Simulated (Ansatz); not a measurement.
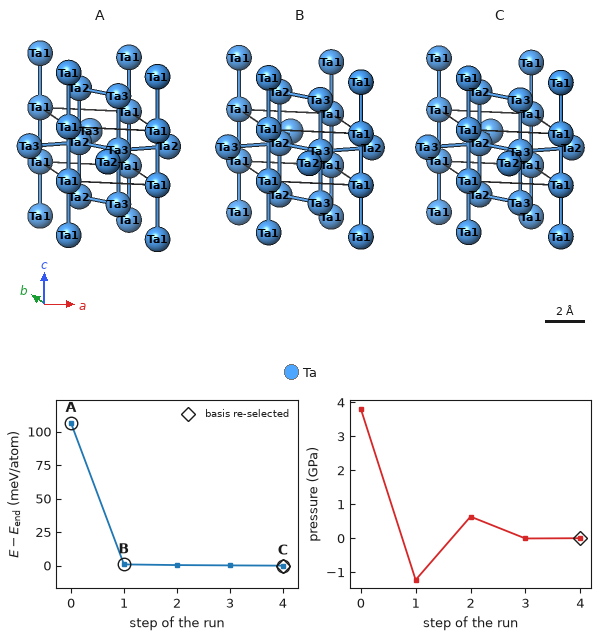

Frames of a relaxation of crystalline Ta (a generated structure, set up in P6/mmm), marked on the history of the run. A ball-and-stick model of the cell of the calculation, seen slightly off an axis.

Phase: omega (AlB2-type).

Theory: Ansatz, DFT, r2SCAN, plane waves (500 eV) with PAW, scalar-relativistic. Settings: plane-wave cutoff 500 eV; k-point mesh 8 × 8 × 11; occupations fermi dirac; smearing width 0.1 eV; no spin polarisation; cell and atoms relaxed; force threshold 0.01 eV/Å; at most 60 steps.

**Describe the path.**

The atoms keep their places relative to the cell (all moves are under 0.005 Å). The drawn cell changes as follows: a = b 4.674 → 4.849 Å (+3.8 %), c 2.865 → 2.712 Å (−5.3 %); the volume changes by +1.9 %. Near-neighbour distances that change, for instance: Ta1–Ta1 2.865 → 2.712 Å, Ta2–Ta3 2.698 → 2.800 Å, Ta1–Ta2 3.055 → 3.111 Å. The space group stays P6/mmm (No. 191). The energy falls by 107 meV per atom in 3 accepted moves (4 points after the start). All forces vanish by symmetry, so only the cell relaxes. The pressure goes from 3.81 to 0.00 GPa. At 1 point the geometry stayed and the basis and grid were re-selected for the new cell (energy shift of 0.2 meV per atom at most each time). The run took 98 s on 1 thread of Intel(R) Xeon(R) Platinum 8259CL CPU @ 2.50GHz (Skylake/Cascade Lake) (shared host), peak memory 0.71 GiB. From step 0 to 1: volume +2.6 %, energy −106 meV per atom. From step 1 to 4: volume −0.6 %, energy −0.9 meV per atom.

```
step  E − E(0), meV/atom  pressure, GPa  volume, Å³/atom                      note
   0                0.00           3.81           18.063                          
   1             -105.57          -1.22           18.525                          
   2             -106.07           0.64           18.355                          
   3             -106.31           0.00           18.412                          
   4             -106.50           0.00           18.412  same geometry, new basis
```
